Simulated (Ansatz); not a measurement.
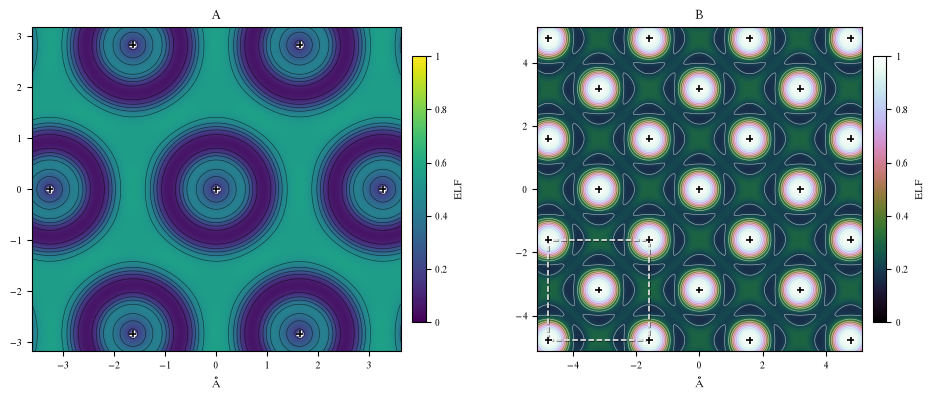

The ELF of 2 systems, each on a plane through atoms (crosses mark nuclei in the plane).

Computed with DFT, BLYP, plane waves (420 eV) with PAW, scalar-relativistic (Ansatz).

System 1: Co, the (101) plane of the calculation cell. Space group Pm-3m; set up as Co, simple cubic; a generated structure, not necessarily the stable one; changed on purpose from its base cell (volume × 0.92); computed pressure about 26 GPa in this cell; spin-polarised.

```
Co
1.0
     0.00000    2.25365    2.25365
     2.25365    0.00000    2.25365
     2.25365    2.25365    0.00000
Co
2
Direct
  0.00000 0.00000 0.00000
  0.50000 0.50000 0.50000
```

System 2: Mg, the (111) plane of the conventional cell. Space group Fm-3m; set up as Mg, fcc; a generated structure, not necessarily the stable one; changed on purpose from its base cell (volume × 1.04).

```
Mg
1.0
     4.62078    0.00000    0.00000
     0.00000    4.62078    0.00000
     0.00000    0.00000    4.62078
Mg
4
Direct
  0.00000 0.00000 0.00000
  0.50000 0.50000 0.00000
  0.50000 0.00000 0.50000
  0.00000 0.50000 0.50000
```

**Which map belongs to which system?**

Panel A is system 2, Mg: the plane holds Mg. Mg–Mg (3.27 Å): the ELF reaches about 0.55 near the midpoint. Panel B is system 1, Co: the plane holds Co. Co–Co (2.25 Å): the ELF is about 0.25 at the midpoint: no shared electron pair shows on this line.
